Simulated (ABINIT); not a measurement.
## Phonons q calculation, with input and output: C (part 2 of 3)

C (P4/mmm, 4 atoms in the cell); Kohn-Sham DFT of a periodic cell, PBE with D3, Ansatz PAW PBE default generated set, frozen core, no spin polarisation (ABINIT 10.8.3); cutoff 419.06 eV, 6×6×4 k-mesh, fermi-dirac of 0.05 eV. The structure was built on a prototype by a generator; it need not be a known phase. The settings are looser than a standard set-up, so the numbers are not reference values.

Geometry of the input (Å; fractional positions):
```
3.4477  0.0000  0.0000
0.0000  3.4477  0.0000
0.0000  0.0000  3.4035
C  0.1989  0.5000  0.0000
C  0.8011  0.5000  0.0000
C  0.5000  0.1989  0.0000
C  0.5000  0.8011  0.0000
```

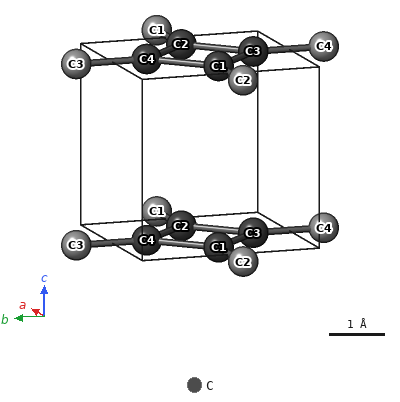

*The structure (ball-and-stick view of the cell of the calculation, seen at an oblique angle; neighbours outside the cell are drawn fainter; atoms are numbered from 1 in the order of the input).*

Output, continued
```
 Real(R)+Recip(G) space primitive vectors, cartesian coordinates (Bohr,Bohr^-1):
 R(1)=  6.5151391  0.0000000  0.0000000  G(1)=  0.1534887  0.0000000  0.0000000
 R(2)=  0.0000000  6.5151391  0.0000000  G(2)=  0.0000000  0.1534887  0.0000000
 R(3)=  0.0000000  0.0000000  6.4316661  G(3)=  0.0000000  0.0000000  0.1554807
 Unit cell volume ucvol=  2.7300518E+02 bohr^3
 Angles (23,13,12)=  9.00000000E+01  9.00000000E+01  9.00000000E+01 degrees
 setup1 : take into account q-point for computing boxcut.

 Coarse grid specifications (used for wave-functions):

 getcut: wavevector=  0.0000  0.5000  0.0000  ngfft=  27  27  24
         ecut(hartree)=     15.400   => boxcut(ratio)=   2.11412

 Fine grid specifications (used for densities):

 getcut: wavevector=  0.0000  0.5000  0.0000  ngfft=  36  36  36
         ecut(hartree)=     30.800   => boxcut(ratio)=   2.15032
--------------------------------------------------------------------------------

 ==>  initialize data related to q vector <==

 The list of irreducible perturbations for this q vector is:
    1)    idir= 1    ipert=   1
    2)    idir= 2    ipert=   1
    3)    idir= 3    ipert=   1
    4)    idir= 1    ipert=   3
    5)    idir= 2    ipert=   3
    6)    idir= 3    ipert=   3

================================================================================

 The perturbation idir=   1  ipert=   2 is
 symmetric of a previously calculated perturbation.
 So, its SCF calculation is not needed.

 The perturbation idir=   2  ipert=   2 is
 symmetric of a previously calculated perturbation.
 So, its SCF calculation is not needed.

 The perturbation idir=   3  ipert=   2 is
 symmetric of a previously calculated perturbation.
 So, its SCF calculation is not needed.

 The perturbation idir=   1  ipert=   4 is
 symmetric of a previously calculated perturbation.
 So, its SCF calculation is not needed.

 The perturbation idir=   2  ipert=   4 is
 symmetric of a previously calculated perturbation.
 So, its SCF calculation is not needed.

 The perturbation idir=   3  ipert=   4 is
 symmetric of a previously calculated perturbation.
 So, its SCF calculation is not needed.

--------------------------------------------------------------------------------
 Perturbation wavevector (in red.coord.)   0.000000  0.500000  0.000000
 Perturbation : displacement of atom   1   along direction   1
 Found     2 symmetries that leave the perturbation invariant.
 symkpt : the number of k-points, thanks to the symmetries,
 is reduced to    72 .

--------------------------------------------------------------------------------

--------------------------------------------------------------------------------

 dfpt_looppert : total number of electrons, from k and k+q
  fully or partially occupied states are    1.600000E+01 and    1.600000E+01.
 Initialisation of the first-order wave-functions :
  ireadwf=   0

--- !BeginCycle
iteration_state: {dtset: 2, }
solver: {iscf: 7, nstep: 80, nline: 4, wfoptalg: 10, }
tolerances: {tolvrs: 1.00E-08, }
...

     iter   2DEtotal(Ha)        deltaE(Ha) residm    vres2
-ETOT  1   213.26139890172     -6.403E+01 7.754E-01 3.996E+05
 ETOT  2   53.310578593506     -1.600E+02 3.793E-01 4.228E+04
 ETOT  3   36.161693658658     -1.715E+01 1.422E-02 5.011E+03
 ETOT  4   34.443636063165     -1.718E+00 1.443E-03 6.183E+02
 ETOT  5   34.371358626780     -7.228E-02 2.716E-04 3.356E+01
 ETOT  6   34.367415153182     -3.943E-03 4.930E-05 1.795E+00
 ETOT  7   34.367147544409     -2.676E-04 2.334E-06 3.571E-01
 ETOT  8   34.367095337946     -5.221E-05 2.308E-07 3.412E-02
 ETOT  9   34.367091711845     -3.626E-06 2.449E-08 7.953E-03
 ETOT 10   34.367090059115     -1.653E-06 4.011E-09 1.210E-03
 ETOT 11   34.367089958726     -1.004E-07 7.327E-10 1.230E-04
 ETOT 12   34.367089947390     -1.134E-08 1.867E-10 2.585E-06
 ETOT 13   34.367089946801     -5.892E-10 7.745E-12 4.587E-08
 ETOT 14   34.367089946769     -3.203E-11 5.919E-13 7.932E-09

 At SCF step   14       vres2   =  7.93E-09 < tolvrs=  1.00E-08 =>converged.
================================================================================

 ----iterations are completed or convergence reached----

 Mean square residual over all n,k,spin=   61.784E-16; max=  59.187E-14

 2DEtotal=    0.3436708995E+02 Ha. Also 2DEtotal=    0.935176158692E+03 eV
    (2DErelax=   -2.4292362650E+02 Ha. 2DEnonrelax=    2.7729071644E+02 Ha)
    (  non-var. 2DEtotal :    3.4366310578E+01 Ha)

--------------------------------------------------------------------------------
 Perturbation wavevector (in red.coord.)   0.000000  0.500000  0.000000
 Perturbation : displacement of atom   1   along direction   2
 Found     2 symmetries that leave the perturbation invariant.
 symkpt : the number of k-points, thanks to the symmetries,
 is reduced to    72 .

--------------------------------------------------------------------------------

--------------------------------------------------------------------------------

 dfpt_looppert : total number of electrons, from k and k+q
  fully or partially occupied states are    1.600000E+01 and    1.600000E+01.
 Initialisation of the first-order wave-functions :
  ireadwf=   0

--- !BeginCycle
iteration_state: {dtset: 2, }
solver: {iscf: 7, nstep: 80, nline: 4, wfoptalg: 10, }
tolerances: {tolvrs: 1.00E-08, }
...

     iter   2DEtotal(Ha)        deltaE(Ha) residm    vres2
-ETOT  1   762.91052494956      4.881E+02 5.123E+00 7.127E+06
 ETOT  2   43.676134683428     -7.192E+02 1.700E+00 2.625E+05
 ETOT  3   32.840275420546     -1.084E+01 4.499E-02 2.240E+05
 ETOT  4   17.143688549014     -1.570E+01 8.026E-02 1.488E+04
 ETOT  5   16.257038369814     -8.867E-01 3.419E-02 5.158E+02
 ETOT  6   16.228096134741     -2.894E-02 1.317E-03 1.033E+02
 ETOT  7   16.217423922703     -1.067E-02 1.107E-04 2.918E+01
 ETOT  8   16.213282442567     -4.141E-03 1.796E-05 4.145E-01
 ETOT  9   16.213216426039     -6.602E-05 5.106E-07 2.819E-02
 ETOT 10   16.213212188648     -4.237E-06 5.386E-08 3.236E-04
 ETOT 11   16.213212165428     -2.322E-08 2.837E-09 3.872E-05
 ETOT 12   16.213212159520     -5.908E-09 3.020E-10 1.608E-06
 ETOT 13   16.213212159605      8.475E-11 1.469E-11 2.724E-07
 ETOT 14   16.213212159370     -2.351E-10 1.779E-12 2.636E-08
 ETOT 15   16.213212159423      5.315E-11 5.432E-14 7.092E-10

 At SCF step   15       vres2   =  7.09E-10 < tolvrs=  1.00E-08 =>converged.
================================================================================

 ----iterations are completed or convergence reached----

 Mean square residual over all n,k,spin=   55.305E-17; max=  54.320E-15

 2DEtotal=    0.1621321216E+02 Ha. Also 2DEtotal=    0.441183978358E+03 eV
    (2DErelax=   -2.5855982229E+02 Ha. 2DEnonrelax=    2.7477303445E+02 Ha)
    (  non-var. 2DEtotal :    1.6213161859E+01 Ha)

--------------------------------------------------------------------------------
 Perturbation wavevector (in red.coord.)   0.000000  0.500000  0.000000
 Perturbation : displacement of atom   1   along direction   3
 The set of symmetries contains only one element for this perturbation.
 symkpt : not enough symmetry to change the number of k points.

--------------------------------------------------------------------------------

--------------------------------------------------------------------------------

 dfpt_looppert : total number of electrons, from k and k+q
  fully or partially occupied states are    1.600000E+01 and    1.600000E+01.
 Initialisation of the first-order wave-functions :
  ireadwf=   0

--- !BeginCycle
iteration_state: {dtset: 2, }
solver: {iscf: 7, nstep: 80, nline: 4, wfoptalg: 10, }
tolerances: {tolvrs: 1.00E-08, }
...

     iter   2DEtotal(Ha)        deltaE(Ha) residm    vres2
-ETOT  1   55.490225393696     -1.549E+02 4.642E-01 1.308E+05
 ETOT  2   8.3915816299949     -4.710E+01 3.407E-02 8.067E+03
 ETOT  3   5.7942988286384     -2.597E+00 4.839E-03 1.534E+02
 ETOT  4   5.7651960901098     -2.910E-02 1.161E-04 6.080E+00
 ETOT  5   5.7646945726890     -5.015E-04 1.342E-05 5.107E-01
 ETOT  6   5.7646833681600     -1.120E-05 3.658E-07 4.877E-02
 ETOT  7   5.7646827690980     -5.991E-07 2.864E-08 4.283E-03
 ETOT  8   5.7646827603524     -8.746E-09 1.616E-09 3.829E-04
 ETOT  9   5.7646827609075      5.550E-10 1.231E-10 3.403E-05
 ETOT 10   5.7646827606466     -2.609E-10 9.179E-12 3.069E-06
 ETOT 11   5.7646827606798      3.317E-11 6.181E-13 2.739E-07
 ETOT 12   5.7646827606787     -1.080E-12 5.066E-14 2.467E-08
 ETOT 13   5.7646827606792      5.400E-13 3.908E-15 2.219E-09

 At SCF step   13       vres2   =  2.22E-09 < tolvrs=  1.00E-08 =>converged.
================================================================================

 ----iterations are completed or convergence reached----

 Mean square residual over all n,k,spin=   16.030E-18; max=  39.083E-16

 2DEtotal=    0.5764682761E+01 Ha. Also 2DEtotal=    0.156865009186E+03 eV
    (2DErelax=   -2.0465513997E+02 Ha. 2DEnonrelax=    2.1041982273E+02 Ha)
    (  non-var. 2DEtotal :    5.7644899536E+00 Ha)

--------------------------------------------------------------------------------
 Perturbation wavevector (in red.coord.)   0.000000  0.500000  0.000000
 Perturbation : displacement of atom   3   along direction   1
 Found     2 symmetries that leave the perturbation invariant.
 symkpt : the number of k-points, thanks to the symmetries,
 is reduced to    72 .

--------------------------------------------------------------------------------

--------------------------------------------------------------------------------

 dfpt_looppert : total number of electrons, from k and k+q
  fully or partially occupied states are    1.600000E+01 and    1.600000E+01.
 Initialisation of the first-order wave-functions :
  ireadwf=   0

--- !BeginCycle
iteration_state: {dtset: 2, }
solver: {iscf: 7, nstep: 80, nline: 4, wfoptalg: 10, }
tolerances: {tolvrs: 1.00E-08, }
...

     iter   2DEtotal(Ha)        deltaE(Ha) residm    vres2
-ETOT  1   100.27620513148     -1.406E+02 8.739E-01 2.078E+05
 ETOT  2   23.023381260816     -7.725E+01 3.348E-01 1.155E+04
 ETOT  3   18.253619747615     -4.770E+00 1.003E-02 2.505E+03
 ETOT  4   17.382231875142     -8.714E-01 4.588E-03 9.179E+01
 ETOT  5   17.369210710282     -1.302E-02 7.098E-04 6.703E+00
 ETOT  6   17.367395400652     -1.815E-03 9.356E-05 2.228E+00
 ETOT  7   17.366237871626     -1.158E-03 7.660E-06 2.466E-01
 ETOT  8   17.366087669258     -1.502E-04 1.360E-06 1.226E-03
 ETOT  9   17.366086821981     -8.473E-07 1.368E-07 1.037E-04
 ETOT 10   17.366086773269     -4.871E-08 1.369E-08 1.722E-05
 ETOT 11   17.366086763929     -9.340E-09 1.223E-09 1.494E-07
 ETOT 12   17.366086763984      5.582E-11 1.242E-10 3.643E-08
 ETOT 13   17.366086763973     -1.134E-11 9.677E-12 1.499E-09

 At SCF step   13       vres2   =  1.50E-09 < tolvrs=  1.00E-08 =>converged.
================================================================================

 ----iterations are completed or convergence reached----

 Mean square residual over all n,k,spin=   39.825E-15; max=  96.769E-13

 2DEtotal=    0.1736608676E+02 Ha. Also 2DEtotal=    0.472555294516E+03 eV
    (2DErelax=   -2.2348304583E+02 Ha. 2DEnonrelax=    2.4084913260E+02 Ha)
    (  non-var. 2DEtotal :    1.7366032462E+01 Ha)

--------------------------------------------------------------------------------
 Perturbation wavevector (in red.coord.)   0.000000  0.500000  0.000000
 Perturbation : displacement of atom   3   along direction   2
 Found     4 symmetries that leave the perturbation invariant.
 symkpt : the number of k-points, thanks to the symmetries,
 is reduced to    36 .

--------------------------------------------------------------------------------

--------------------------------------------------------------------------------

 dfpt_looppert : total number of electrons, from k and k+q
  fully or partially occupied states are    1.600000E+01 and    1.600000E+01.
 Initialisation of the first-order wave-functions :
  ireadwf=   0

--- !BeginCycle
iteration_state: {dtset: 2, }
solver: {iscf: 7, nstep: 80, nline: 4, wfoptalg: 10, }
tolerances: {tolvrs: 1.00E-08, }
...

     iter   2DEtotal(Ha)        deltaE(Ha) residm    vres2
-ETOT  1   1794.6683187280      1.484E+03 4.094E+00 1.604E+07
 ETOT  2   108.63774050413     -1.686E+03 2.095E+00 3.945E+05
 ETOT  3   49.656683488205     -5.898E+01 1.124E-01 1.983E+05
 ETOT  4   33.978650728500     -1.568E+01 2.665E-02 2.053E+04
 ETOT  5   32.453186390062     -1.525E+00 1.895E-02 2.352E+03
 ETOT  6   32.300225851445     -1.530E-01 3.708E-03 1.323E+02
 ETOT  7   32.294958607889     -5.267E-03 4.326E-04 5.501E+01
 ETOT  8   32.290696679468     -4.262E-03 5.401E-05 6.218E+00
 ETOT  9   32.290308063766     -3.886E-04 6.279E-06 1.145E+00
 ETOT 10   32.290176876073     -1.312E-04 1.108E-06 2.189E-02
 ETOT 11   32.290175399577     -1.476E-06 4.908E-08 3.673E-03
 ETOT 12   32.290175132207     -2.674E-07 1.489E-08 6.770E-04
 ETOT 13   32.290175073986     -5.822E-08 4.417E-10 2.755E-05
 ETOT 14   32.290175070764     -3.223E-09 3.950E-11 1.005E-06
 ETOT 15   32.290175070040     -7.238E-10 4.525E-12 1.016E-07
 ETOT 16   32.290175070191      1.507E-10 3.749E-13 3.572E-09

 At SCF step   16       vres2   =  3.57E-09 < tolvrs=  1.00E-08 =>converged.
================================================================================

 ----iterations are completed or convergence reached----

 Mean square residual over all n,k,spin=   31.584E-16; max=  37.495E-14

 2DEtotal=    0.3229017507E+02 Ha. Also 2DEtotal=    0.878660425785E+03 eV
    (2DErelax=   -2.7880883410E+02 Ha. 2DEnonrelax=    3.1109900917E+02 Ha)
    (  non-var. 2DEtotal :    3.2289891845E+01 Ha)

--------------------------------------------------------------------------------
 Perturbation wavevector (in red.coord.)   0.000000  0.500000  0.000000
 Perturbation : displacement of atom   3   along direction   3
 Found     2 symmetries that leave the perturbation invariant.
 symkpt : the number of k-points, thanks to the symmetries,
 is reduced to    72 .

--------------------------------------------------------------------------------

--------------------------------------------------------------------------------

 dfpt_looppert : total number of electrons, from k and k+q
  fully or partially occupied states are    1.600000E+01 and    1.600000E+01.
 Initialisation of the first-order wave-functions :
  ireadwf=   0

--- !BeginCycle
iteration_state: {dtset: 2, }
solver: {iscf: 7, nstep: 80, nline: 4, wfoptalg: 10, }
tolerances: {tolvrs: 1.00E-08, }
...

     iter   2DEtotal(Ha)        deltaE(Ha) residm    vres2
-ETOT  1   49.795211532647     -1.606E+02 7.567E-01 1.210E+05
 ETOT  2   7.0748593155247     -4.272E+01 4.752E-02 9.099E+03
 ETOT  3   4.3055105074764     -2.769E+00 9.048E-03 2.447E+02
 ETOT  4   4.2652947207988     -4.022E-02 4.448E-04 8.366E+00
 ETOT  5   4.2646088321781     -6.859E-04 3.497E-05 5.755E-01
 ETOT  6   4.2645867539363     -2.208E-05 3.754E-06 4.619E-02
 ETOT  7   4.2645854484406     -1.305E-06 2.920E-07 3.317E-03
 ETOT  8   4.2645853881404     -6.030E-08 2.702E-08 2.453E-04
 ETOT  9   4.2645853872123     -9.281E-10 2.061E-09 2.011E-05
 ETOT 10   4.2645853869951     -2.172E-10 1.854E-10 1.791E-06
 ETOT 11   4.2645853869831     -1.199E-11 1.393E-11 1.622E-07
 ETOT 12   4.2645853869841      9.663E-13 1.299E-12 1.472E-08
 ETOT 13   4.2645853869879      3.752E-12 9.706E-14 1.331E-09

 At SCF step   13       vres2   =  1.33E-09 < tolvrs=  1.00E-08 =>converged.
================================================================================

 ----iterations are completed or convergence reached----

 Mean square residual over all n,k,spin=   38.851E-17; max=  97.063E-15

 2DEtotal=    0.4264585387E+01 Ha. Also 2DEtotal=    0.116045280144E+03 eV
    (2DErelax=   -2.0615566355E+02 Ha. 2DEnonrelax=    2.1042024894E+02 Ha)
    (  non-var. 2DEtotal :    4.2648454262E+00 Ha)

================================================================================

 ---- first-order wavefunction calculations are completed ----

 ==> Compute Derivative Database <==

  Dynamical matrix, in cartesian coordinates,
   if specified in the inputs, asr has been imposed
     j1       j2             matrix element
  dir pert dir pert     real part    imaginary part

   1    1   1    1         0.8096280050         0.0000000000
   1    1   1    2        -0.4975005488         0.0000000000
   1    1   1    3        -0.1758600658         0.0000012738
   1    1   2    3         0.0785680657         0.0000033636
   1    1   1    4        -0.1758600658         0.0000012738
   1    1   2    4        -0.0785680657        -0.0000033636
```
